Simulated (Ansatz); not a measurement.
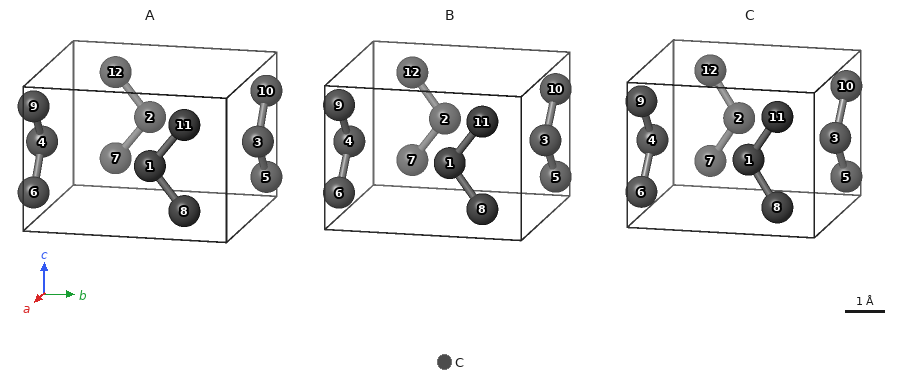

3 geometries from one relaxation of crystalline C (a generated structure, set up in P4/m) (coarse preliminary run), in shuffled order. The picture is a ball-and-stick view of the cell of the calculation, seen slightly off an axis.

Theory: DFT PBE, scalar-relativistic, plane waves, PAW in Ansatz. Settings: plane-wave cutoff 420 eV; k-point mesh 4 × 4 × 4; occupations gaussian; smearing width 0.1 eV; no spin polarisation; cell and atoms relaxed; force threshold 0.04 eV/Å; at most 70 steps.

### Order the frames from highest to lowest energy.

C, B, A. They are steps 0, 1, 9, at +417 meV per atom, +106 meV per atom relative to the last. After 7 accepted moves (9 points after the start) the energy has fallen by 417 meV per atom. Largest force component: 6.6 eV/Å at the start, 0.0057 eV/Å at the end. Pressure: 41.25 GPa at the start and 0.01 GPa at the end. The SCF was repeated twice at an unchanged geometry on a basis and grid sized afresh for the cell, which shifted the energy by 12.3 meV per atom at most. The largest moves relative to the cell, 0.26 Å, are those of C1, C2, C3 and C4. C3 goes along [1 3 0]. The volume changes by +17.6 %, with a = b 5.035 → 5.474 Å (+8.7 %), c 3.888 → 3.868 Å (−0.5 %). Near-neighbour distances that change, for instance: C10–C11 1.460 → 1.605 Å, C1–C2 1.458 → 1.350 Å, C5–C10 1.460 → 1.558 Å, C1–C11 1.458 → 1.481 Å. Among the angles between lasting bonds that change: C8–C1–C11 112.8° → 102.5°, C2–C1–C8 120.0° → 128.7°, C3–C5–C10 146.4° → 141.3°. The space group (tolerance 0.01 Å) goes from P4/m (No. 83) to P4/mmm (No. 123). The run took 51 s on 1 thread of Arm Neoverse V1, with other jobs on the host, peak memory 0.36 GiB.
